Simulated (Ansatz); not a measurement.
Be$_{16}$H: nudged elastic band (part 3 of 3)

Continued. System: Be$_{16}$H (defect cell, 17 atoms in the cell). Method: DFT PBE, scalar-relativistic, plane waves, PAW, no spin polarisation (Ansatz 0.2.0); cutoff 420 eV, 4×4×3 k-mesh, Fermi–Dirac smearing of 0.15 eV. It belongs to a series of runs on one base structure; here: band between the two ends.

Geometry of the input (Å; fractional positions):
```
-2.2900  -3.9664  0.0000
3.4350  -1.9832  0.0000
0.0000  0.0000  7.1769
Be 0.7503  0.5001  -0.0048
Be 0.4785  0.3192  0.2506
Be 0.7502  0.5008  0.5050
Be 0.4997  0.3331  0.7516
Be 0.5002  -0.0007  0.0026
Be 0.2503  0.8213  0.2532
Be 0.4987  -0.0004  0.5037
Be 0.2503  0.8322  0.7531
Be 0.2503  0.4989  0.0009
Be 0.0220  0.3192  0.2506
Be 0.2502  0.4988  0.5042
Be 0.0008  0.3331  0.7516
Be 0.0005  -0.0007  0.0026
Be 0.7503  0.8664  0.2516
Be 0.0018  -0.0004  0.5037
Be 0.7503  0.8359  0.7523
H  0.7502  0.5020  0.2791
```

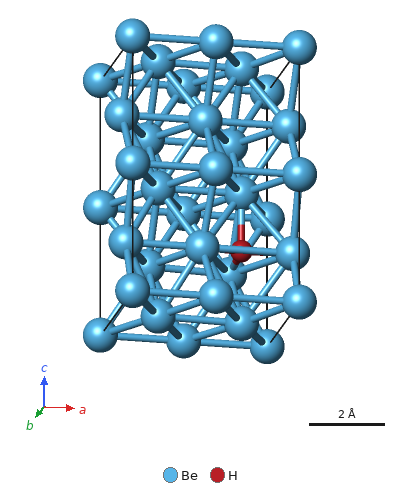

**Figure 1.** The structure as given in the input (ball-and-stick view of the cell of the calculation, seen at an oblique angle).

The last band as extended XYZ, continued:
```
17
Lattice="-2.2900 -3.9664 0.0000 3.4350 -1.9832 0.0000 0.0000 0.0000 7.1769" Properties=species:S:1:pos:R:3:forces:R:3 image=2 energy=-1498.23106
Be    0.0493   -3.9601   -0.0224   -0.0007  -0.0079   0.0076
Be    0.1033   -2.6322    1.7694    0.0110   0.0293  -0.0413
Be    0.0887   -3.9891    3.6148    0.0339  -0.0087   0.0191
Be    0.0703   -2.6418    5.3839    0.0010  -0.0041  -0.0018
Be   -1.0787   -1.9784    0.0050    0.0007   0.0006  -0.0147
Be    2.3460   -2.6332    1.7898   -0.0098  -0.0318  -0.0062
Be   -1.0832   -1.9480    3.6211    0.0125   0.0400   0.0082
Be    2.3441   -2.6391    5.4091   -0.0015  -0.0035  -0.0186
Be    1.2202   -1.9915   -0.0196    0.0033  -0.0052  -0.0008
Be    1.1979   -0.7103    1.7622    0.0310   0.0299   0.0167
Be    1.2243   -1.9893    3.5989   -0.0095  -0.0071  -0.0037
Be    1.2103   -0.6685    5.3830   -0.0032  -0.0087   0.0032
Be    0.0598   -0.0037    0.0002   -0.0046  -0.0119   0.0004
Be    1.1803   -4.6197    1.7690   -0.0213   0.0270  -0.0184
Be    0.0352   -0.0302    3.6190   -0.0326   0.0011   0.0142
Be    1.2250   -4.6383    5.4062   -0.0014  -0.0033  -0.0001
H    -1.0679   -3.2805    2.6803   -0.0089  -0.0357   0.0362
17
Lattice="-2.2900 -3.9664 0.0000 3.4350 -1.9832 0.0000 0.0000 0.0000 7.1769" Properties=species:S:1:pos:R:3:forces:R:3 image=3 energy=-1498.05287
Be    0.0255   -3.9720   -0.0065   -0.0032  -0.0025   0.0052
Be    0.0705   -2.6397    1.7209   -0.0106   0.0136  -0.0125
Be    0.0767   -4.0810    3.6240   -0.0018   0.0038   0.0177
Be    0.0366   -2.6383    5.4122   -0.0025  -0.0009  -0.0044
Be   -1.1142   -1.9771    0.0072   -0.0058  -0.0024  -0.0057
Be    2.3079   -2.6298    1.7851   -0.0058  -0.0045  -0.0030
Be   -1.2067   -1.8799    3.6351   -0.0046   0.0039  -0.0016
Be    2.3207   -2.6346    5.3891   -0.0058  -0.0010  -0.0033
Be    1.1956   -1.9842   -0.0289   -0.0012   0.0000  -0.0048
Be    1.1453   -0.7080    1.7547    0.0011   0.0001   0.0047
Be    1.2267   -1.9324    3.5925   -0.0056   0.0001  -0.0066
Be    1.1779   -0.6689    5.3885   -0.0039  -0.0034   0.0003
Be    0.0316   -0.0067   -0.0128   -0.0015  -0.0027   0.0016
Be    1.1365   -4.6456    1.7608    0.0026  -0.0051   0.0027
Be    0.0370   -0.0539    3.5940   -0.0060  -0.0001  -0.0022
Be    1.1849   -4.6393    5.3983    0.0005  -0.0057   0.0011
H    -0.5262   -2.9452    2.9913    0.0542   0.0070   0.0108
17
Lattice="-2.2900 -3.9664 0.0000 3.4350 -1.9832 0.0000 0.0000 0.0000 7.1769" Properties=species:S:1:pos:R:3:forces:R:3 image=4 energy=-1498.39725
Be   -0.0040   -3.9710   -0.0103    0.0003  -0.0009   0.0061
Be   -0.0055   -2.6452    1.7603    0.0023  -0.0012  -0.0017
Be   -0.0051   -4.0837    3.5854   -0.0006   0.0001   0.0008
Be   -0.0041   -2.6468    5.4180   -0.0003   0.0033   0.0025
Be   -1.1572   -1.9805   -0.0151    0.0016  -0.0008   0.0033
Be    2.2916   -2.6410    1.7695    0.0046   0.0021   0.0015
Be   -1.2628   -1.9197    3.5790    0.0002   0.0008   0.0034
Be    2.2887   -2.6480    5.3665    0.0004   0.0032  -0.0066
Be    1.1438   -1.9839   -0.0104   -0.0034   0.0002   0.0064
Be    1.1461   -0.6658    1.7657   -0.0005  -0.0016   0.0012
Be    1.2402   -1.9261    3.5855    0.0011  -0.0035   0.0008
Be    1.1448   -0.6656    5.3779    0.0033  -0.0015  -0.0027
Be    0.0008   -0.0048   -0.0205   -0.0096   0.0041  -0.0027
Be    1.1395   -4.6369    1.7695   -0.0013  -0.0044   0.0010
Be    0.0380   -0.0263    3.5678    0.0018  -0.0016   0.0042
Be    1.1431   -4.6319    5.3664    0.0009   0.0023  -0.0056
H    -0.0105   -2.6424    3.3862   -0.0008  -0.0004  -0.0118
```

Key numbers:

```tsv
quantity	value
outcome	converged
barrier, forward	0.360 eV
barrier, backward	0.360 eV
electrons treated	33
wall time	5.5 min
peak memory	0.61 GiB
```
